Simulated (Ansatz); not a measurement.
# Wannier-function calculation of AgCl

The run: Wannier-function calculation of AgCl (F-43m, 2 atoms in the cell). Method and program: maximally localised Wannier functions of PBE bands, plane waves, PAW, no spin polarisation (Ansatz 0.2.0).

The structure was built on a prototype by a generator. The geometry comes from this level: r2SCAN. It belongs to a series of runs on one base structure; here: anion s p.

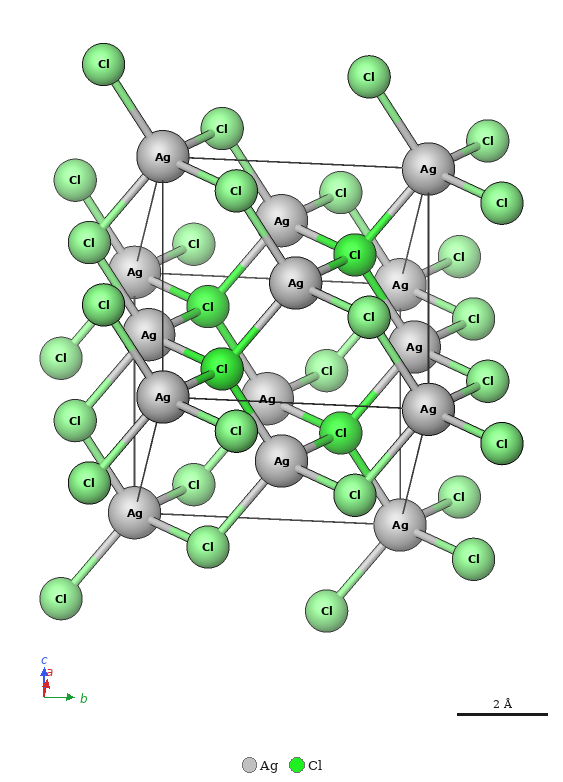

The input geometry (ball-and-stick view of the cell 4 times as large as that of the calculation, set on its symmetry axes, seen at an oblique angle; neighbours outside the cell are drawn fainter). Near neighbours in the crystal (not all of them lie inside the picture): Ag has 4 Cl at 2.59 Å; Cl has 4 Ag at 2.59 Å.

**The input**
```yaml
crystal:
  lattice:
    - [0.0, 2.9932461729, 2.9932461729]
    - [2.9932461729, 0.0, 2.9932461729]
    - [2.9932461729, 2.9932461729, 0.0]
  atoms:
    - { symbol: Ag, position: [0.0, 0.0, 0.0] }
    - { symbol: Cl, position: [0.25, 0.25, 0.25] }
kpoints:
  mp_grid: { grid: [6, 6, 6] }
  band_path:
    path:
      - [[0.0, 0.0, 0.0], [-0.5, -0.5, -4.766411069408e-34], [-0.375, -0.375, 0.25]]
      - [[-0.375, 6.075265732637e-17, 0.375], [0.0, 0.0, 0.0], [-1.246769366549e-17, -1.246769366549e-17, 0.5], [-0.5, -0.25, 0.25], [-0.5, -0.5, -4.766411069408e-34]]
    npoints: 10
hamiltonian:
  xc: pbe
scf:
  occupations: { method: fixed }
  n_extra_bands: 6
output:
  forces: false
  stress: false
  eigenvalues: true
  wannier:
    kmesh: [6, 6, 6]
    projections: [{ species: Cl, l: s, shell: 3 }, { species: Cl, l: p, shell: 3 }]
    minimise: true
    write_hr: true
    conv_tol: 1.0e-08
    max_iter: 3000
```

**File wannier.win**
```
! ansatz wannier90 interface
! projections by site (counted from 0) and shell: 1 3S, 1 3P
! states of the run's bands (counted from 1): 5-8
! their least projectability: 0.4118
num_bands = 4
num_wann  = 4
num_iter  = 2000
conv_tol = 1e-8
conv_window = 5
guiding_centres = true
write_hr = true

begin unit_cell_cart
Ang
                      0.0             2.9932461729             2.9932461729
             2.9932461729                      0.0             2.9932461729
             2.9932461729             2.9932461729                      0.0
end unit_cell_cart

begin atoms_frac
Ag                       0.0                      0.0                      0.0
Cl                      0.25                     0.25                     0.25
end atoms_frac

mp_grid = 6 6 6
```

Launch command:
```bash
ansatz run input.yaml --threads 4 --pin off --max-ram 3686MiB --backend cpu --events-out ev --progress --plain --runs-dir out
```

**What the program printed**
```
scf.n_extra_bands = 6 over 13 filled bands (N_el = 26.0): the run solves 19 bands
Engine: ansatz 0.2.0, aarch64-unknown-linux-gnu
Pseudopotentials: kind: paw
Pseudopotential: Ag, paw, valence charge 19, recommended cutoff 420 eV (normal), Ag.paw.azcp
Pseudopotential: Cl, paw, valence charge 7, recommended cutoff 420 eV (normal), Cl.paw.azcp
Functional definition: PBE
  parameter kappa = 0.804
  parameter beta = 0.06672455060314922
  exchange = pbe_x(kappa = kappa, mu = beta*pi^2/3)
  correlation = pbe_c(beta = beta)
Crystal: 2 atoms, lattice volume = 53.636 Å³
Basis set: ecut = 420 eV, 1067 PW (Γ)
Bands: 19, of which v1, the nominal top of the filled ones, is band 13 counted from 1 (12 counted from 0)
Symmetry: 24 space group operations
Space group: F-43m (ITA 216), of the structure as read, at distance tolerance 3.8e-5 Å
k-points: 16 of 216 (time reversal used)
Non-local potential: Ag, projectors of the file, l = 0: 3, l = 1: 2, l = 2: 2, l = 3: 1
Non-local potential: Cl, projectors of the file, l = 0: 2, l = 1: 2, l = 2: 2
PAW form: soft (Blöchl's): semilocal exchange-correlation on the pseudo side does not see the compensation charge
PAW one-centre angular grid: Ag, 590 points (default); XC on 64 Gauss nodes
PAW one-centre angular grid: Cl, 110 points (default); XC on 64 Gauss nodes
Initial density: superposition of atomic densities (neutral atoms: chi_scale 0, normalization atom), corrected by the library's trained network
Initial wavefunctions: pseudopotential atomic-orbital guess
Functional: x = pbe(κ = 0.804, μ = 0.2195149727645171), c = pbe(β = 0.06672455060314922)
SCF iter   1: F=—  HF=-8670.940354 eV  |F-HF|=—  |Δ(HF+E_count)|=         —  Δρ=4.77e-4  dr2=1.35e-4  ethr=1.77e-3  ⟨swp⟩=5.2  Hψ=1278  notcnv=0  defer=63
preconditioner: auto → none  [insulator: Δε(μ)=1.250 eV  Ē_g=12.332 eV  n_scr=14 (ndim 8)  ℏωp=21.5 eV  f_vac=0.210  ε∞_Penn≈4.0]
SCF iter   2: F=—  HF=-8670.941016 eV  |F-HF|=—  |Δ(HF+E_count)|=   6.62e-4  Δρ=3.38e-4  dr2=4.20e-5  ethr=5.19e-7  ⟨swp⟩=2.8  Hψ=744  notcnv=0  defer=62
SCF iter   3: F=—  HF=-8670.941097 eV  |F-HF|=—  |Δ(HF+E_count)|=   8.13e-5  Δρ=1.65e-4  dr2=1.33e-5  ethr=1.62e-7  ⟨swp⟩=2.6  Hψ=486  notcnv=0  defer=60
SCF iter   4: F=—  HF=-8670.941123 eV  |F-HF|=—  |Δ(HF+E_count)|=   2.56e-5  Δρ=3.84e-5  dr2=6.01e-7  ethr=5.10e-8  ⟨swp⟩=2.0  Hψ=432  notcnv=0  defer=64
iter 5 did not close the SCF: its close was put off for the readings that it lacked (scf_convergence_deferred on its scf_iter line)
SCF iter   5: F=-8670.941127 eV  HF=-8670.941127 eV  |F-HF|=5.90e-8  |Δ(HF+E_count)|=   4.82e-6  Δρ=4.81e-6  dr2=9.02e-9  ethr=2.31e-9  ⟨swp⟩=2.0  Hψ=423  notcnv=0  defer=64
SCF iter   6: F=-8670.941127 eV  HF=-8670.941127 eV  |F-HF|=2.38e-10  |Δ(HF+E_count)|=   6.83e-8  Δρ=1.54e-6  dr2=1.03e-9  ethr=3.47e-11  ⟨swp⟩=6.1  Hψ=1370  notcnv=0
SCF 1 converged in 6 iterations: F = -8670.941127 eV  dr2 = 1.03e-9
  greatest PAW one-centre occupation: 1.000 electrons in one spin orbital (limit 2), on the Ag atom at site 0 (counted from 0), in its partial waves of l = 0
NSCF: frozen V_eff on 62 k-points
NSCF: frozen V_eff on 19 k-points
the Wannier pass solved 19 of the 216 points of its mesh, and has the states at the others by symmetry: states obtained by the crystal's operations at points that were solved too leave a residual of 2.61e-13 eV (read by the count's bands and the next), within 6.67e-6 eV
SCF converged after 6 iterations
Free energy (F): -8670.941127 eV
Harris-Foulkes:  -8670.941127 eV  (|F-HF|=2.38e-10)
Internal energy: -8670.941127 eV  (E = F + TS)
E sigma→0 (E₀):  -8670.941127 eV
Fermi energy:    5.169963 eV
--- Per-component energies (eV) ---
  E_band       = -431.560027
  E_kinetic    = 689.230990
  E_local      = -3735.323722  (includes V_loc(G=0)·N_el)
  E_nonlocal   = 112.081895
  E_hartree    = 1634.922253
  E_xc         = -289.986117
  E_vxc        = -354.140121  (∫ρ·V_xc dr)
  E_paw        = -4564.531340  (= ΣΔE_a)
  E_vpaw       = -413.251766  (= ΣTr[D̂ρ^β])
  E_aug_tail   = 0.000395  (compensation charges beyond the density's cutoff)
  E_ewald      = -2517.335481
  E_smearing   = -0.000000  (= −TS)
  E_closure    = -0.000000  (closes the sum)
  Σ components = -8670.941127   (vs F -8670.941127, Δ=0.00e0)
--- Band table (eV; the first three rows and the last of 16) ---
  k-point 0: bands = ["-84.4127", "-47.9470", "-47.9470", "-47.9470", "-9.6949", "1.0698", "1.0698", "1.0698", "3.0374", "3.0374", "5.1700", "5.1700", "5.1700", "6.4216", "13.1952", "13.1952", "13.1952", "17.5592", "17.5592"]
  k-point 1: bands = ["-84.4127", "-47.9472", "-47.9470", "-47.9470", "-9.6501", "1.0044", "1.1208", "1.1208", "3.0321", "3.0321", "4.5433", "5.0418", "5.0418", "7.2297", "12.4976", "13.4204", "13.4204", "16.9166", "16.9166"]
  k-point 2: bands = ["-84.4127", "-47.9478", "-47.9471", "-47.9471", "-9.5594", "0.9632", "1.2181", "1.2181", "3.0604", "3.0604", "3.6383", "4.7587", "4.7587", "8.4299", "11.8508", "13.6010", "13.6010", "17.1643", "17.1643"]
  k-point 15: bands = ["-84.4127", "-47.9479", "-47.9475", "-47.9474", "-9.4553", "0.9325", "1.3925", "1.5943", "3.0350", "3.2267", "3.2712", "3.5814", "4.1063", "10.6836", "10.7988", "13.7482", "13.7613", "16.2448", "18.4441"]
Wannier search: line search 1 of at most 3000: gauge-dependent spread (as the search counts it) 2.1590943 Å², largest recent change 1.3e-2 Å² and fall left 3.7e-5 Å² against conv_tol 1.0e-8 Å², 0 stops escaped
```

**File wannier.spreads.toml**
```
omega_i_ang2 = 7.411106910788888
omega_d_ang2 = 0.09486912057903535
omega_od_ang2 = 0.2513255114056852
omega_total_ang2 = 7.757301542773608
least_projectability = 0.4118272811973058
b_vectors_match_mmn = true
n_iter = 21
converged = true
rejected_fitted_steps = 0

[[wannier]]
r = [1.902155006992587, 1.0910911658815756, 1.9021550070328552]
spread = 1.9393253856095107

[[wannier]]
r = [1.091091165878292, 1.0910911658993314, 1.091091165887294]
spread = 1.9393253856228352

[[wannier]]
r = [1.902155007010602, 1.9021550069963216, 1.0910911658838394]
spread = 1.939325385762567

[[wannier]]
r = [1.091091165908886, 1.902155007037589, 1.902155007042765]
spread = 1.9393253857784423

[[curvature_check]]
after_line_search = 8
omega_tilde_before_ang2 = 2.1589487259919644
krylov_steps = 53
lowest_ritz_value_ang2 = -1.7793938161294354
residual_ang2 = 2.729549006010687e-18
settled = true
first_negative_step = 2
curvature_along_ang2 = -0.9687039524872945
angle_rad = 1.5707963267948968
omega_tilde_after_ang2 = 1.133654470527954
outcome = "escaped"

[[curvature_check]]
after_line_search = 21
omega_tilde_before_ang2 = 0.34619463198472056
krylov_steps = 17
lowest_ritz_value_ang2 = 2.1655194604333103
residual_ang2 = 1.6128229592824325e-8
settled = true
outcome = "no-negative-curvature"
```

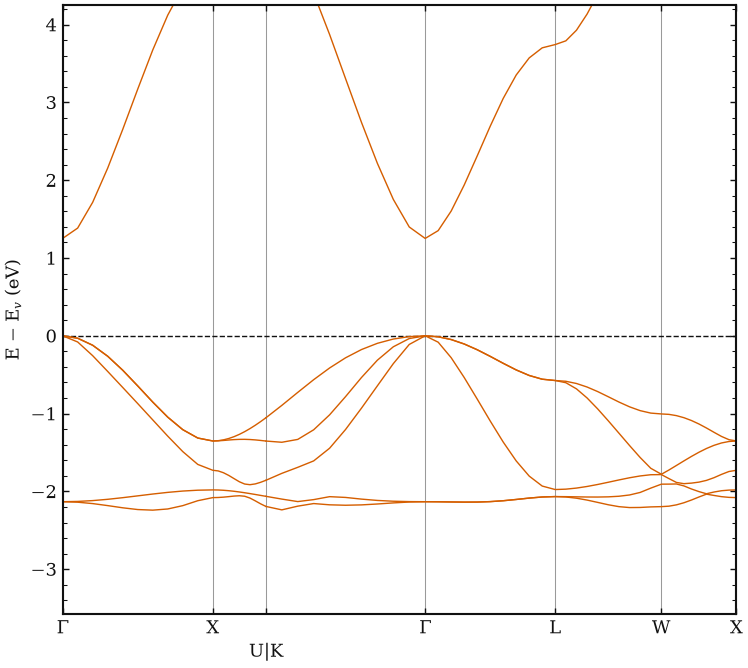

Band structure along Γ–X–U|K–Γ–L–W–X, with energies from the valence-band top. There is a gap of 1.25 eV on this path, direct, at Γ.

**Summary**

```json
{"quantity": "outcome", "value": "converged"}
{"quantity": "space group (tolerance 0.01 Å)", "value": "F-43m (216)"}
{"quantity": "electrons treated", "value": "26"}
{"quantity": "free energy", "value": "−8670.9411 eV"}
{"quantity": "total spread of the Wannier functions", "value": "7.757 Å²"}
{"quantity": "Fermi energy", "value": "5.170 eV"}
{"quantity": "gap on the k-point mesh", "value": "1.25 eV"}
{"quantity": "hardware", "value": "4 threads of Arm Neoverse N1, 98 GiB of memory available, shared host"}
{"quantity": "wall time", "value": "3 s (CPU time 9.6 s)"}
{"quantity": "peak memory", "value": "0.32 GiB"}
```
